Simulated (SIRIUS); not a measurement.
**A series of single points on W**

System: W (Fm-3m, 1 atom in the cell).
Method: Kohn-Sham DFT of a periodic cell, PBEsol, dojo-sr-pbesol-0.4.1-standard, no spin polarisation (SIRIUS 7.10.0).

The 7 runs differ only in the geometry, by an even scaling of the cell at fixed fractional positions. The structure derives from an entry of the Crystallography Open Database.

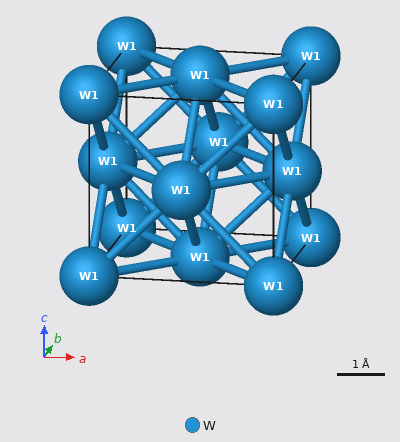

Figure 1. The structure of run 4 (ball-and-stick view of the cell 4 times as large as that of the calculation, set on its symmetry axes, seen slightly off an axis; atoms are numbered from 1 in the order of the input). An atom can appear more than once, as a periodic image.

## Input of run 4
```
{
  "control": {
    "processing_unit": "cpu",
    "verbosity": 2,
    "num_bands_to_print": 14,
    "print_forces": true,
    "print_stress": true
  },
  "parameters": {
    "electronic_structure_method": "pseudopotential",
    "xc_functionals": ["XC_GGA_X_PBE_SOL", "XC_GGA_C_PBE_SOL"],
    "gk_cutoff": 8.7,
    "pw_cutoff": 17.4,
    "ngridk": [11, 11, 11],
    "shiftk": [0, 0, 0],
    "smearing": "fermi_dirac",
    "smearing_width": 0.0018374661,
    "num_bands": 14,
    "num_mag_dims": 0,
    "num_dft_iter": 100,
    "energy_tol": 1e-08,
    "density_tol": 1e-06
  },
  "iterative_solver": {
    "type": "davidson",
    "min_tolerance": 1e-09,
    "tolerance_scale": [0.1, 0.25]
  },
  "mixer": {
    "type": "anderson",
    "beta": 0.7,
    "max_history": 8
  },
  "settings": {
    "tol_ne": 1e-10,
    "pseudo_grid_cutoff": 6.5
  },
  "unit_cell": {
    "lattice_vectors": [
      [0.0, 3.83614403299, 3.83614403299],
      [3.83614403299, 0.0, 3.83614403299],
      [3.83614403299, 3.83614403299, 0.0]
    ],
    "atom_coordinate_units": "lattice",
    "atom_types": ["W"],
    "atom_files": {
      "W": "W.json"
    },
    "atoms": {
      "W": [
        [0.0, 0.0, 0.0]
      ]
    }
  }
}
```

Command:
```bash
upf_to_json W.upf
OMP_NUM_THREADS=1 sirius.scf --input=sirius.json --output=out.json --task=0
```

Run 5 has the same physical settings and fractional positions; its lattice vectors (Å) are:
```
   0.000000    2.043444    2.043444
   2.043444    0.000000    2.043444
   2.043444    2.043444    0.000000
```

## Results, with one run withheld

| run | volume per atom (Å³) | free energy per atom, from the lowest run given (meV) | pressure (GPa) |
| --- | --- | --- | --- |
| 1 | 15.727 | 4.87 | 5.70 |
| 2 | 16.062 | 0.00 | −1.07 |
| 3 | 16.396 | 8.56 | −7.15 |
| 4 | 16.731 | 29.16 | −12.59 |
| 5 | 17.065 | ? | ? |
| 6 | 17.400 | 101.43 | −21.76 |
| 7 | 17.735 | 150.87 | −25.60 |

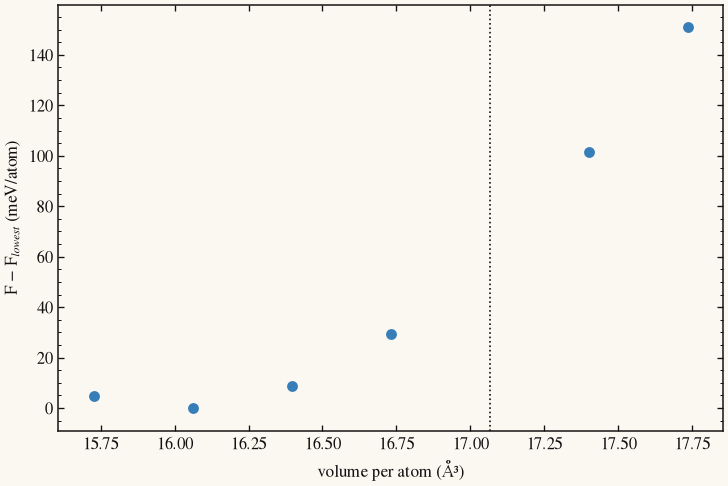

Figure 2. Free energy per atom of the runs given; the dotted line marks run 5.

Fit the runs given and predict run 5.

A cubic polynomial in V^(−2/3) (the Birch–Murnaghan form), fitted to the 6 runs given, misses them by at most 0.03 meV per atom. With x = V^(−2/3) − 0.15336 Å⁻², it reads F = 23.217 − 11475 x + 1.3975e+06 x² + 2.2747e+06 x³ (meV per atom). At run 5 it gives 60.46 meV per atom, and the run itself gives 60.50. The slope of the fit gives a pressure −dF/dV of −17.37 GPa there, and the run prints −17.44 GPa. The two needn't agree exactly: the fit is approximate, and the printed stress is taken on a finite basis. The fit has its minimum at 16.010 Å³ per atom, where V d²F/dV² gives 314 GPa: the bulk modulus at this level, since symmetry fixes the shape and the positions.

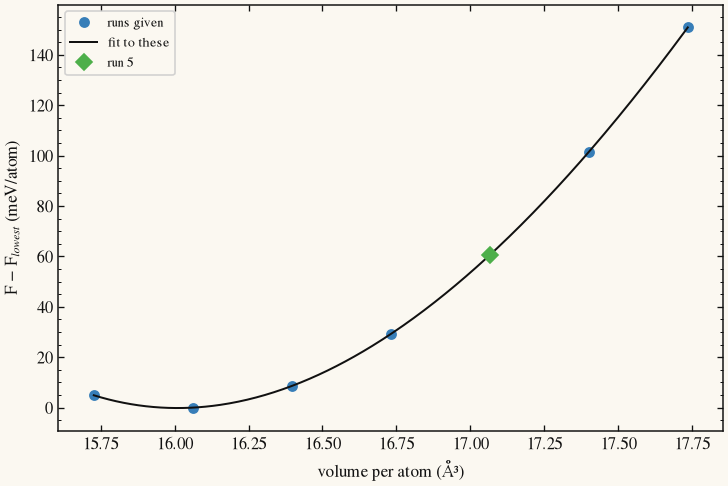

Figure 3. The fit and the withheld run.

## Some lines of the output (run 5)
```
[...]
[find] Total energy                   :     -75.81118595 (Ha),    -151.62237189 (Ry)
[find] Free energy (E-TS)             :     -75.81152015 (Ha),    -151.62304031 (Ry)
[find] Efermi                         :       0.73928116
[find] Total energy                   :     -75.81118621 (Ha),    -151.62237241 (Ry)
[find] Free energy (E-TS)             :     -75.81152045 (Ha),    -151.62304091 (Ry)
[find] Efermi                         :       0.73929608
[find] Total energy                   :     -75.81118629 (Ha),    -151.62237257 (Ry)
[find] Free energy (E-TS)             :     -75.81152051 (Ha),    -151.62304102 (Ry)
[find] Efermi                         :       0.73928777
[find] Total energy                   :     -75.81118630 (Ha),    -151.62237259 (Ry)
[find] Free energy (E-TS)             :     -75.81152053 (Ha),    -151.62304105 (Ry)
[find] Efermi                         :       0.73928920
[find] Free energy (E-TS)             :     -75.81152053 (Ha),    -151.62304106 (Ry)
[find] Efermi                         :       0.73929036
```

Notes: Spin–orbit coupling is left out, which matters for W.
